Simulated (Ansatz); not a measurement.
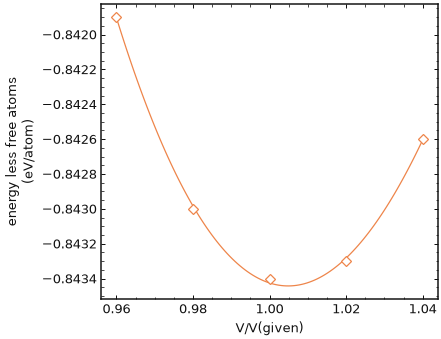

The plot gives the computed energy less free atoms against V/V(given) for Cs, space group P6_3/mmc (No. 194).

Structure:
```
CELL_PARAMETERS angstrom
5.50390 0.00000 0.00000
-2.75195 4.76652 0.00000
0.00000 0.00000 8.90801
ATOMIC_POSITIONS crystal
Cs 0.33333 0.66667 0.25000
Cs 0.66667 0.33333 0.75000
```

Calculation (Ansatz 0.2.0): periodic Kohn-Sham DFT of a crystal at fixed atoms, scaled to the stated factor times the given cell; pressure positive in compression, energy less spherical unpolarised free atoms. Level: PBE.

method all-electron LAPW; relativity scalar; k mesh 12×12×6; occupations Fermi–Dirac; smearing width 0.05 eV; basis error target 1 (meV/atom); nucleus Gaussian.

V(given) is 116.85 Å³/atom.

From this curve and the settings, what does the calculation give for the pressure at the same points?

The pressure falls from 0.099 GPa at V/V(given) 0.96 to −0.061 GPa at 1.04, and changes sign near 1.01.

| V/V(given) | pressure (GPa) |
| --- | --- |
| 0.96 | 0.099 |
| 0.98 | 0.053 |
| 1.00 | 0.012 |
| 1.02 | −0.026 |
| 1.04 | −0.061 |

Keep in mind: no spin-orbit coupling on heavy atoms; shape and atomic fractions are frozen while scaling, which makes layered, chain and framework solids too stiff.
